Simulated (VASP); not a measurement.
**MgO: band-structure calculation**

System: MgO (F-43m, 2 atoms in the cell).
Method: DFT, r2SCAN, plane waves, PAW (VASP 6.6.1).

The structure was built on a prototype by a generator. The geometry comes from this level: r2SCAN (a point of a series of strains). It belongs to a series of runs on one base structure; here: hydrostatic strain +6.0%.

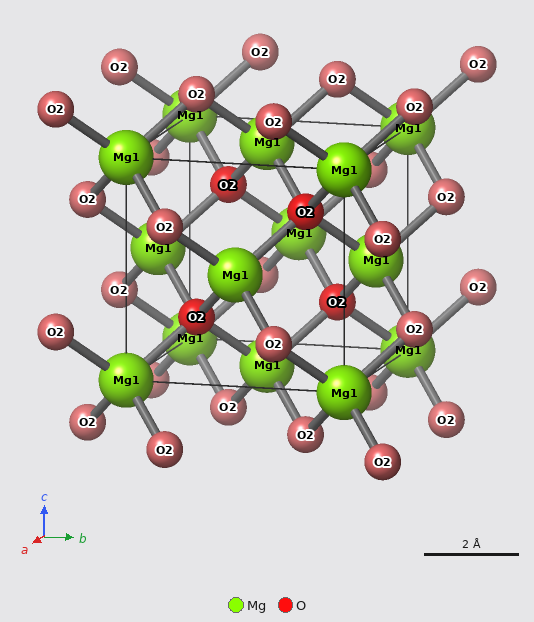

Figure 1. The input geometry (ball-and-stick view of the cell 4 times as large as that of the calculation, set on its symmetry axes, seen slightly off an axis; neighbours outside the cell are drawn fainter; atoms are numbered from 1 in the order of the input). Near neighbours in the crystal (not all of them lie inside the picture): Mg has 4 O at 2.09 Å; O has 4 Mg at 2.09 Å.

### INCAR
```
ENCUT = 520.000000
SIGMA = 0.010000
EDIFF = 1.00e-07
ALGO = Normal
METAGGA = R2SCAN
PREC = Accurate
IBRION = -1
ISIF = 2
ISMEAR = 0
NBANDS = 11
NELM = 120
NSW = 0
LASPH = .TRUE.
LCHARG = .TRUE.
LELF = .TRUE.
LWAVE = .FALSE.
LREAL = .FALSE.
```

### KPOINTS
```
KPOINTS created by Atomic Simulation Environment
0
Gamma
10 10 10
0 0 0
```

### KPOINTS_OPT
```
special points
6
Reciprocal
0.0000000000 0.0000000000 0.0000000000 1
-0.5000000000 -0.5000000000 0.0000000000 1
-0.3750000000 -0.3750000000 0.2500000000 1
-0.3750000000 0.0000000000 0.3750000000 1
0.0000000000 0.0000000000 0.5000000000 1
-0.5000000000 -0.2500000000 0.2500000000 1
```

### POSCAR
```
Mg O
 1.0000000000000000
     0.0000000000000000    2.4184696010000000    2.4184696010000000
     2.4184696010000000    0.0000000000000000    2.4184696010000000
     2.4184696010000000    2.4184696010000000    0.0000000000000000
 Mg  O
   1   1
Cartesian
  0.0000000000000000  0.0000000000000000  0.0000000000000000
  1.2092348005000000  1.2092348005000000  1.2092348005000000
```

Machine: 1 CPU thread, shared host.

Run as:
```bash
mpirun -np 1 vasp_std
```

### OSZICAR
```
N       E                     dE             d eps       ncg     rms          rms(c)
DAV:   1     0.147312475704E+02    0.14731E+02   -0.43398E+03  1090   0.636E+02
DAV:   2    -0.189748876931E+02   -0.33706E+02   -0.32600E+02  1183   0.140E+02
DAV:   3    -0.201168660173E+02   -0.11420E+01   -0.11411E+01  1278   0.251E+01
DAV:   4    -0.201210026948E+02   -0.41367E-02   -0.41366E-02  1136   0.175E+00
DAV:   5    -0.201210236199E+02   -0.20925E-04   -0.20925E-04  1240   0.122E-01    0.769E+00
DAV:   6    -0.154011798032E+02    0.47198E+01   -0.98772E+00  1160   0.148E+01    0.236E+00
DAV:   7    -0.155607960418E+02   -0.15962E+00   -0.12944E-01  1097   0.254E+00    0.164E+00
DAV:   8    -0.155936213177E+02   -0.32825E-01   -0.10268E-01  1061   0.322E+00    0.607E-01
DAV:   9    -0.155905747602E+02    0.30466E-02   -0.62470E-02  1193   0.155E+00    0.370E-01
DAV:  10    -0.155895667061E+02    0.10081E-02   -0.15474E-02  1121   0.756E-01    0.386E-02
DAV:  11    -0.155895107010E+02    0.56005E-04   -0.48119E-04  1163   0.140E-01    0.573E-03
DAV:  12    -0.155895106609E+02    0.40107E-07   -0.63254E-06  1154   0.243E-02    0.947E-03
DAV:  13    -0.155895087065E+02    0.19544E-05   -0.86132E-06  1199   0.173E-02    0.972E-04
DAV:  14    -0.155895085799E+02    0.12656E-06   -0.10001E-07   901   0.232E-03    0.149E-04
DAV:  15    -0.155895085581E+02    0.21823E-07   -0.62435E-09   559   0.481E-04
   1 F= -.15589509E+02 E0= -.15589509E+02  d E =-.887034E-24
       N       E                     dE             ncg
DAV:   1     0.335761179028E+03   -0.16510E+04      156
DAV:   2     0.192530943799E+03   -0.14323E+03      155
DAV:   3     0.188555444366E+03   -0.39755E+01      173
DAV:   4     0.188544338043E+03   -0.11106E-01      147
DAV:   5     0.188544283046E+03   -0.54997E-04      158
DAV:   6     0.188544282630E+03   -0.41599E-06      156
DAV:   7     0.188544282626E+03   -0.33677E-08      115
```

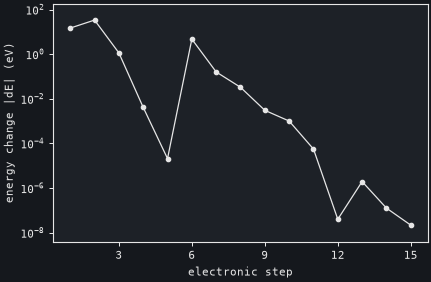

Figure 2. Convergence of the self-consistent field: energy change |dE| against the electronic step. It takes 15 electronic steps. The density is held fixed in the first few steps, and dE rises again when its update begins.

### Parts of OUTCAR
```
k-points           NKPTS =     47   k-points in BZ     NKDIM =     47   number of bands    NBANDS=     11

   NELECT =       8.0000    total number of electrons

   dimension x,y,z NGX =    28 NGY =   28 NGZ =   28
   dimension x,y,z NGXF=    56 NGYF=   56 NGZF=   56

  energy-cutoff  :      520.00
  volume of cell :       28.29
      direct lattice vectors                 reciprocal lattice vectors
     0.000000000  2.418469601  2.418469601    -0.206742313  0.206742313  0.206742313
     2.418469601  0.000000000  2.418469601     0.206742313 -0.206742313  0.206742313
     2.418469601  2.418469601  0.000000000     0.206742313  0.206742313 -0.206742313

 k-points in reciprocal lattice and weights: KPOINTS created by Atomic Simulation Env
   0.00000000  0.00000000  0.00000000       0.001
   0.10000000  0.00000000  0.00000000       0.008
   0.20000000  0.00000000  0.00000000       0.008
   0.30000000  0.00000000  0.00000000       0.008
   0.40000000  0.00000000  0.00000000       0.008
   0.50000000  0.00000000  0.00000000       0.004
   0.10000000  0.10000000  0.00000000       0.006
   0.20000000  0.10000000  0.00000000       0.024
   0.30000000  0.10000000  0.00000000       0.024
   0.40000000  0.10000000  0.00000000       0.024
   0.50000000  0.10000000  0.00000000       0.024
  -0.40000000  0.10000000  0.00000000       0.024
  -0.30000000  0.10000000  0.00000000       0.024
  -0.20000000  0.10000000  0.00000000       0.024
  -0.10000000  0.10000000  0.00000000       0.012
   0.20000000  0.20000000  0.00000000       0.006
   0.30000000  0.20000000  0.00000000       0.024
   0.40000000  0.20000000  0.00000000       0.024
   0.50000000  0.20000000  0.00000000       0.024
  -0.40000000  0.20000000  0.00000000       0.024
  -0.30000000  0.20000000  0.00000000       0.024
  -0.20000000  0.20000000  0.00000000       0.012
   0.30000000  0.30000000  0.00000000       0.006
   0.40000000  0.30000000  0.00000000       0.024
   0.50000000  0.30000000  0.00000000       0.024
  -0.40000000  0.30000000  0.00000000       0.024
  -0.30000000  0.30000000  0.00000000       0.012
   0.40000000  0.40000000  0.00000000       0.006
   0.50000000  0.40000000  0.00000000       0.024
  -0.40000000  0.40000000  0.00000000       0.012
   0.50000000  0.50000000  0.00000000       0.003
   0.30000000  0.20000000  0.10000000       0.024
   0.40000000  0.20000000  0.10000000       0.048
   0.50000000  0.20000000  0.10000000       0.048
  -0.40000000  0.20000000  0.10000000       0.024
   0.40000000  0.30000000  0.10000000       0.024
   0.50000000  0.30000000  0.10000000       0.048
  -0.40000000  0.30000000  0.10000000       0.048
  -0.30000000  0.30000000  0.10000000       0.048
  -0.20000000  0.30000000  0.10000000       0.024
   0.50000000  0.40000000  0.10000000       0.024
  -0.40000000  0.40000000  0.10000000       0.048
  -0.30000000  0.40000000  0.10000000       0.024
  -0.40000000  0.50000000  0.10000000       0.012
  -0.40000000  0.40000000  0.20000000       0.024
  -0.30000000  0.40000000  0.20000000       0.024
  -0.30000000  0.50000000  0.20000000       0.012

 E-fermi :  -0.3583

 k-point     1 :       0.0000    0.0000    0.0000
  band No.  band energies     occupation
      1     -16.8144      2.00000
      2      -0.4250      2.00000
      3      -0.4250      2.00000
      4      -0.4250      2.00000
      5       2.9383      0.00000
      6      15.5909      0.00000
      7      15.5909      0.00000
      8      15.5909      0.00000
      9      19.1158      0.00000
     10      19.1158      0.00000
     11      19.1159      0.00000

 k-point     2 :       0.1000    0.0000    0.0000
  band No.  band energies     occupation
      1     -16.7748      2.00000
      2      -0.8332      2.00000
      3      -0.4424      2.00000
      4      -0.4424      2.00000
      5       3.4492      0.00000
      6      14.7480      0.00000
      7      15.5859      0.00000
      8      15.5859      0.00000
      9      17.9027      0.00000
     10      17.9027      0.00000
     11      18.5702      0.00000

 k-point     3 :       0.2000    0.0000    0.0000
  band No.  band energies     occupation
      1     -16.6693      2.00000
      2      -1.6180      2.00000
      3      -0.4874      2.00000
      4      -0.4874      2.00000
      5       4.5385      0.00000
      6      13.0668      0.00000
      7      15.1865      0.00000
      8      15.1865      0.00000
      9      17.6928      0.00000
     10      17.6928      0.00000
     11      18.0287      0.00000

 k-point     4 :       0.3000    0.0000    0.0000
  band No.  band energies     occupation
      1     -16.5348      2.00000
      2      -2.3435      2.00000
      3      -0.5415      2.00000
      4      -0.5415      2.00000
      5       5.7712      0.00000
      6      11.3476      0.00000
      7      14.4767      0.00000
      8      14.4767      0.00000
      9      17.8533      0.00000
     10      18.4894      0.00000
     11      18.4894      0.00000

 k-point     5 :       0.4000    0.0000    0.0000
  band No.  band energies     occupation
      1     -16.4224      2.00000
      2      -2.8339      2.00000
      3      -0.5843      2.00000
      4      -0.5843      2.00000
      5       6.9988      0.00000
      6       9.8159      0.00000
      7      13.9578      0.00000
      8      13.9578      0.00000
      9      17.9917      0.00000
     10      19.5713      0.00000
     11      19.5713      0.00000

 [... the levels of 41 k-points are left out ...]

 k-point    47 :      -0.3000    0.5000    0.2000
  band No.  band energies     occupation
      1     -16.2445      2.00000
      2      -2.1054      2.00000
      3      -1.6524      2.00000
      4      -1.3022      2.00000
      5       7.1957      0.00000
      6      10.9865      0.00000
      7      12.2884      0.00000
      8      12.8223      0.00000
      9      17.7848      0.00000
     10      20.4430      0.00000
     11      22.1468      0.00000

  Total       -2.8312291     -2.8312291     -2.8312291      0.0000000      0.0000000      0.0000000
  in kB     -160.3369829   -160.3369829   -160.3369829      0.0000000      0.0000000      0.0000000
  external PRESSURE =    -160.3369829 kB  Pullay stress =       0.0000000 kB

 POSITION                                       TOTAL-FORCE (eV/Angst)
 -----------------------------------------------------------------------------------
      0.00000      0.00000      0.00000         0.000000     -0.000000     -0.000000
      1.20923      1.20923      1.20923        -0.000000      0.000000      0.000000
 -----------------------------------------------------------------------------------
    total drift:                               -0.000003     -0.000003     -0.000003

  FREE ENERGIE OF THE ION-ELECTRON SYSTEM (eV)
  ---------------------------------------------------
  free  energy   TOTEN  =       -15.5895085581 eV

  energy  without entropy=      -15.5895085581  energy(sigma->0) =      -15.58950856
```

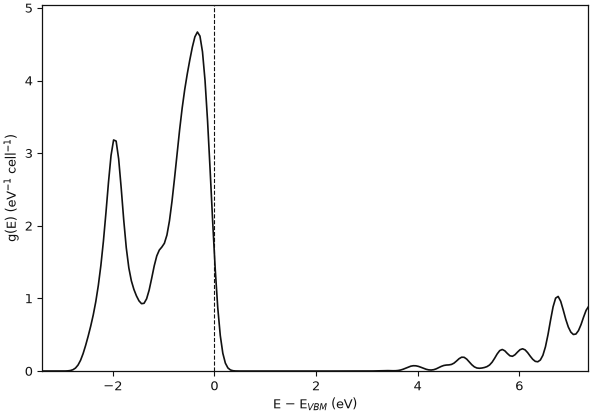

Figure 3. Density of states (the curve is built from the levels of the k mesh with Gaussians 0.3 eV wide, which also blur the band edges), with energies from the valence-band top. There is a gap of 3.36 eV on the k-point mesh. Small ripples come from the finite k-point mesh.

### Results in brief

| quantity | value |
| --- | --- |
| outcome | converged |
| space group (tolerance 0.01 Å) | F-43m (216) |
| electrons treated | 8 |
| free energy | −15.5895 eV |
| Fermi energy | −0.358 eV |
| band gap | 3.36 eV |
| pressure | −16.03 GPa |
| largest force (length of the vector) | under 0.001 eV/Å |
| wall time | 34 s |
| peak memory | 0.18 GiB |

The cell is under a tension of 16.0 GPa at this level, so it is not at its equilibrium volume.
